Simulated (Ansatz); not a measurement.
# What a change does: single-point calculation on Ge

System: Ge (Ia-3, 8 atoms in the cell).
Method of the first run: DFT, PBEsol, plane waves, PAW, no spin polarisation (Ansatz 0.2.0).

The structure derives from a Materials Project entry. Text and figures count atoms from 1; the logs count them from 0 in places.

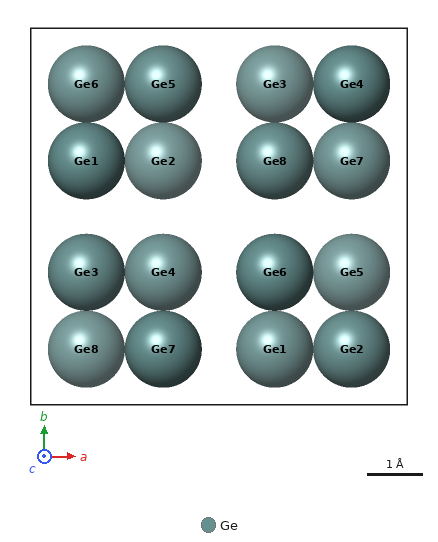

Figure 1. The structure as given in the input (spheres-only view of the cell 2 times as large as that of the calculation, set on its symmetry axes, along the c axis; atoms are numbered from 1 in the order of the input). An atom can appear more than once, as a periodic image.

### Input file, the first run
```yaml
crystal:
  lattice:
    - [-3.469663098, 3.469663098, 3.469663098]
    - [3.469663098, -3.469663098, 3.469663098]
    - [3.469663098, 3.469663098, -3.469663098]
  atoms:
    - { symbol: Ge, position: [0.5, 0.0, 0.7958385093] }
    - { symbol: Ge, position: [0.7958385093, 0.5, 0.0] }
    - { symbol: Ge, position: [0.0, 0.7958385093, 0.5] }
    - { symbol: Ge, position: [0.7041614907, 0.7041614907, 0.7041614907] }
    - { symbol: Ge, position: [0.5, 0.0, 0.2041614907] }
    - { symbol: Ge, position: [0.2041614907, 0.5, 0.0] }
    - { symbol: Ge, position: [0.0, 0.2041614907, 0.5] }
    - { symbol: Ge, position: [0.2958385093, 0.2958385093, 0.2958385093] }
basis:
  ecutwfc: 420
kpoints:
  mp_grid: { grid: [8, 8, 8] }
hamiltonian:
  xc: pbesol
scf:
  occupations: { method: gaussian, width: 0.1 }
  n_extra_bands: 1
output:
  forces: true
  eigenvalues: true
  stress: true
```

Command:
```bash
ansatz run input.yaml --threads 2 --pin off --max-ram 5120MiB --backend cpu --events-out ev --progress --plain --runs-dir out
```

Hardware: 2 threads of Arm Neoverse V2, 24 GiB of memory available, shared host.

### Output, shortened to warnings, some set-up lines, iterations and results (the first run)
```
Basis set: ecut = 420 eV, 3319 PW (Γ), exchange–correlation on 90×90×90 points (8 copies of the dense FFT grid, shifted against one another)
Symmetry: 24 space group operations
k-points: 35 of 512
Initial density: superposition of atomic densities (neutral atoms: chi_scale 0, normalization atom), corrected by the library's trained network
[...]
SCF iter   1: F=—  HF=-34027.064511 eV  |F-HF|=—  |Δ(HF+E_count)|=         —  Δρ=2.20e-3  dr2=6.47e-3  ethr=1.77e-3  ⟨swp⟩=5.2  Hψ=7397  notcnv=0
SCF iter   2: F=—  HF=-34027.058215 eV  |F-HF|=—  |Δ(HF+E_count)|=   6.30e-3  Δρ=1.30e-3  dr2=2.11e-3  ethr=5.78e-6  ⟨swp⟩=2.2  Hψ=4582  notcnv=0
SCF iter   3: F=—  HF=-34027.058134 eV  |F-HF|=—  |Δ(HF+E_count)|=   8.13e-5  Δρ=3.46e-4  dr2=1.03e-4  ethr=1.89e-6  ⟨swp⟩=2.0  Hψ=3954  notcnv=0
SCF iter   4: F=—  HF=-34027.058105 eV  |F-HF|=—  |Δ(HF+E_count)|=   2.85e-5  Δρ=2.53e-4  dr2=6.33e-5  ethr=9.17e-8  ⟨swp⟩=2.0  Hψ=3954  notcnv=0
SCF iter   5: F=—  HF=-34027.058056 eV  |F-HF|=—  |Δ(HF+E_count)|=   4.86e-5  Δρ=9.28e-5  dr2=9.05e-6  ethr=5.65e-8  ⟨swp⟩=2.0  Hψ=3954  notcnv=0
SCF iter   6: F=—  HF=-34027.058044 eV  |F-HF|=—  |Δ(HF+E_count)|=   1.25e-5  Δρ=1.16e-5  dr2=1.94e-7  ethr=8.08e-9  ⟨swp⟩=2.0  Hψ=3954  notcnv=0
SCF iter   7: F=-34027.058044 eV  HF=-34027.058044 eV  |F-HF|=7.81e-9  |Δ(HF+E_count)|=   1.13e-7  Δρ=1.90e-6  dr2=3.80e-9  ethr=8.93e-11  ⟨swp⟩=4.0  Hψ=6839  notcnv=0
SCF 1 converged in 7 iterations: F = -34027.058044 eV  dr2 = 3.80e-9
SCF converged after 7 iterations
Free energy (F): -34027.058044 eV
Harris-Foulkes:  -34027.058044 eV  (|F-HF|=7.81e-9)
Internal energy: -34027.052948 eV  (E = F + TS)
E sigma→0 (E₀):  -34027.055496 eV
Entropy (-TS):   -0.005096 eV (-0.637 meV/atom)
Fermi energy:    9.443869 eV
--- Per-component energies (eV) ---
  E_band       = -1097.099408
  E_kinetic    = 890.919973
  E_local      = -18705.999471  (includes V_loc(G=0)·N_el)
  E_nonlocal   = 3356.763505
  E_hartree    = 8188.549102
  E_xc         = -599.965922
  E_vxc        = -518.021671  (∫ρ·V_xc dr)
  E_paw        = -15828.379828  (= ΣΔE_a)
  E_vpaw       = -2497.871981  (= ΣTr[D̂ρ^β])
  E_aug_tail   = 0.002259  (compensation charges beyond the density's cutoff)
  E_ewald      = -11336.286054
  E_core_change = 7.343490  (= ΣΔE_core)
  E_smearing   = -0.005096  (= −TS)
  E_closure    = 0.000000  (closes the sum)
  Σ components = -34027.058044   (vs F -34027.058044, Δ=0.00e0)
--- Forces (eV/Å), atoms counted from 1 ---
  atom   1  Ge    -0.00143887    -0.00143887     0.00143887
  atom   2  Ge     0.00143887    -0.00143887    -0.00143887
  atom   3  Ge    -0.00143887     0.00143887    -0.00143887
  atom   4  Ge     0.00143887     0.00143887     0.00143887
  atom   5  Ge     0.00143887     0.00143887    -0.00143887
  atom   6  Ge    -0.00143887     0.00143887     0.00143887
  atom   7  Ge     0.00143887    -0.00143887     0.00143887
  atom   8  Ge    -0.00143887    -0.00143887    -0.00143887
  max |Σ_I F_I| component: 1.21e-17 eV/Å
--- Stress (GPa, compression-positive) ---
       -0.013082       0.000000       0.000000
        0.000000      -0.013082       0.000000
        0.000000       0.000000      -0.013082
  P = ⅓ Tr σ = -0.0131 GPa (-0.131 kbar)
```

For the second run the input was changed thus:
```diff
-    - [-3.469663098, 3.469663098, 3.469663098]
-    - [3.469663098, -3.469663098, 3.469663098]
-    - [3.469663098, 3.469663098, -3.469663098]
+    - [-3.48417028, 3.48417028, 3.48417028]
+    - [3.48417028, -3.48417028, 3.48417028]
+    - [3.48417028, 3.48417028, -3.48417028]
-    - { symbol: Ge, position: [0.5, 0.0, 0.7958385093] }
-    - { symbol: Ge, position: [0.7958385093, 0.5, 0.0] }
-    - { symbol: Ge, position: [0.0, 0.7958385093, 0.5] }
-    - { symbol: Ge, position: [0.7041614907, 0.7041614907, 0.7041614907] }
-    - { symbol: Ge, position: [0.5, 0.0, 0.2041614907] }
-    - { symbol: Ge, position: [0.2041614907, 0.5, 0.0] }
-    - { symbol: Ge, position: [0.0, 0.2041614907, 0.5] }
-    - { symbol: Ge, position: [0.2958385093, 0.2958385093, 0.2958385093] }
+    - { symbol: Ge, position: [0.5, 0.0, 0.79889908] }
+    - { symbol: Ge, position: [0.79889908, 0.5, 0.0] }
+    - { symbol: Ge, position: [0.0, 0.79889908, 0.5] }
+    - { symbol: Ge, position: [0.70110092, 0.70110092, 0.70110092] }
+    - { symbol: Ge, position: [0.5, 0.0, 0.20110092] }
+    - { symbol: Ge, position: [0.20110092, 0.5, 0.0] }
+    - { symbol: Ge, position: [0.0, 0.20110092, 0.5] }
+    - { symbol: Ge, position: [0.29889908, 0.29889908, 0.29889908] }
-  mp_grid: { grid: [8, 8, 8] }
+  mp_grid: { grid: [4, 4, 4] }
-  n_extra_bands: 1
```

What does this change do to the results?

With the same functional and potentials, the second run lies 2.8 meV per atom higher (other lines of the input change too). The pressure goes from −0.01 to −0.35 GPa. The largest force goes from 0.002 to 0.188 eV/Å. The volume per atom goes from 20.88 to 21.15 Å³. The number of SCF iterations is the same. The irreducible k-points go from 35 to 8. On the same kind of shared host the second run took about 0.22 times as long.

### Output, shortened to warnings, some set-up lines, iterations and results (the second run)
```
Basis set: ecut = 420 eV, 3319 PW (Γ), exchange–correlation on 90×90×90 points (8 copies of the dense FFT grid, shifted against one another)
Symmetry: 24 space group operations
k-points: 8 of 64
Initial density: superposition of atomic densities (neutral atoms: chi_scale 0, normalization atom), corrected by the library's trained network
[...]
SCF iter   1: F=—  HF=-34027.042451 eV  |F-HF|=—  |Δ(HF+E_count)|=         —  Δρ=2.23e-3  dr2=7.70e-3  ethr=1.77e-3  ⟨swp⟩=5.4  Hψ=1893  notcnv=0  defer=2
SCF iter   2: F=—  HF=-34027.035986 eV  |F-HF|=—  |Δ(HF+E_count)|=   6.47e-3  Δρ=1.39e-3  dr2=2.46e-3  ethr=6.88e-6  ⟨swp⟩=2.1  Hψ=1080  notcnv=0  defer=7
SCF iter   3: F=—  HF=-34027.036125 eV  |F-HF|=—  |Δ(HF+E_count)|=   1.39e-4  Δρ=6.31e-4  dr2=3.08e-4  ethr=2.20e-6  ⟨swp⟩=2.0  Hψ=942  notcnv=0
SCF iter   4: F=—  HF=-34027.035638 eV  |F-HF|=—  |Δ(HF+E_count)|=   4.87e-4  Δρ=2.23e-4  dr2=4.90e-5  ethr=2.75e-7  ⟨swp⟩=2.0  Hψ=942  notcnv=0
SCF iter   5: F=—  HF=-34027.035648 eV  |F-HF|=—  |Δ(HF+E_count)|=   9.82e-6  Δρ=2.76e-5  dr2=1.59e-6  ethr=4.38e-8  ⟨swp⟩=2.0  Hψ=906  notcnv=0
SCF iter   6: F=—  HF=-34027.035649 eV  |F-HF|=—  |Δ(HF+E_count)|=   4.56e-7  Δρ=1.15e-5  dr2=1.11e-7  ethr=1.42e-9  ⟨swp⟩=2.0  Hψ=942  notcnv=0
SCF iter   7: F=-34027.035649 eV  HF=-34027.035649 eV  |F-HF|=3.97e-9  |Δ(HF+E_count)|=   3.38e-8  Δρ=1.77e-6  dr2=2.73e-9  ethr=8.93e-11  ⟨swp⟩=6.0  Hψ=1655  notcnv=0
SCF 1 converged in 7 iterations: F = -34027.035649 eV  dr2 = 2.73e-9
SCF converged after 7 iterations
Free energy (F): -34027.035649 eV
Harris-Foulkes:  -34027.035649 eV  (|F-HF|=3.97e-9)
Internal energy: -34027.023334 eV  (E = F + TS)
E sigma→0 (E₀):  -34027.029491 eV
Entropy (-TS):   -0.012314 eV (-1.539 meV/atom)
Fermi energy:    8.978064 eV
--- Per-component energies (eV) ---
  E_band       = -1114.555045
  E_kinetic    = 890.240946
  E_local      = -18817.971867  (includes V_loc(G=0)·N_el)
  E_nonlocal   = 3356.487189
  E_hartree    = 8235.841538
  E_xc         = -599.554582
  E_vxc        = -517.470776  (∫ρ·V_xc dr)
  E_paw        = -15828.179043  (= ΣΔE_a)
  E_vpaw       = -2497.520229  (= ΣTr[D̂ρ^β])
  E_aug_tail   = 0.002261  (compensation charges beyond the density's cutoff)
  E_ewald      = -11271.233266
  E_core_change = 7.343490  (= ΣΔE_core)
  E_smearing   = -0.012314  (= −TS)
  E_closure    = 0.000000  (closes the sum)
  Σ components = -34027.035649   (vs F -34027.035649, Δ=0.00e0)
--- Forces (eV/Å), atoms counted from 1 ---
  atom   1  Ge    -0.10858410    -0.10858410     0.10858410
  atom   2  Ge     0.10858410    -0.10858410    -0.10858410
  atom   3  Ge    -0.10858410     0.10858410    -0.10858410
  atom   4  Ge     0.10858410     0.10858410     0.10858410
  atom   5  Ge     0.10858410     0.10858410    -0.10858410
  atom   6  Ge    -0.10858410     0.10858410     0.10858410
  atom   7  Ge     0.10858410    -0.10858410     0.10858410
  atom   8  Ge    -0.10858410    -0.10858410    -0.10858410
  max |Σ_I F_I| component: 8.33e-17 eV/Å
--- Stress (GPa, compression-positive) ---
       -0.353123       0.000000       0.000000
        0.000000      -0.353123      -0.000000
        0.000000      -0.000000      -0.353123
  P = ⅓ Tr σ = -0.3531 GPa (-3.531 kbar)
```

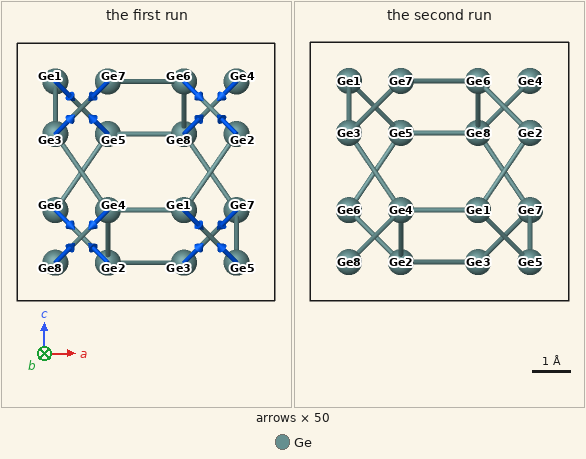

Figure 2. The two input geometries at one scale (ball-and-stick view of the cell 2 times as large as that of the calculation, set on its symmetry axes, along the b axis). The blue arrows on the first give the shifts of the atoms relative to the cell, with their mean removed, magnified 50 times. The largest moves relative to the cell, 0.018 Å, are those of 8 atoms (Ge1, Ge2, Ge3, Ge4 and others). (The mean shift of all atoms is removed.) The volume changes by +1.3 %, with a = b = c 6.939 → 6.968 Å (+0.4 %). Among the contacts that change: Ge1–Ge5 2.454 → 2.427 Å, Ge1–Ge2 2.494 → 2.510 Å.

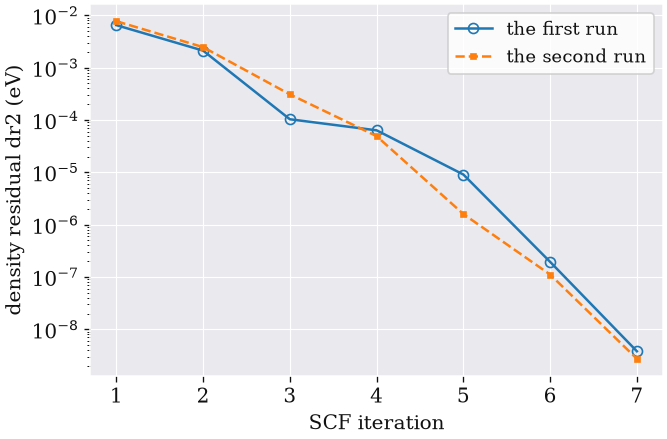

Figure 3. Convergence of the two runs: density residual dr2 against the SCF iteration. The first run takes 7 iterations in all, and the second run takes 7.

### The two runs side by side

```tsv
quantity	the first run	the second run
outcome	converged	converged
free energy per atom (eV)	−4253.3823	−4253.3795
energy per atom, smearing taken to zero (eV)	−4253.3819	−4253.3787
gap on the mesh (eV)	0.00	0.00
pressure (GPa)	−0.01	−0.35
volume per atom (Å³)	20.88	21.15
largest force (eV/Å)	0.002	0.188
SCF iterations	7	7
irreducible k-points	35	8
plane waves at Γ	3319	3319
wall time (shared host)	12 s	2.6 s
```
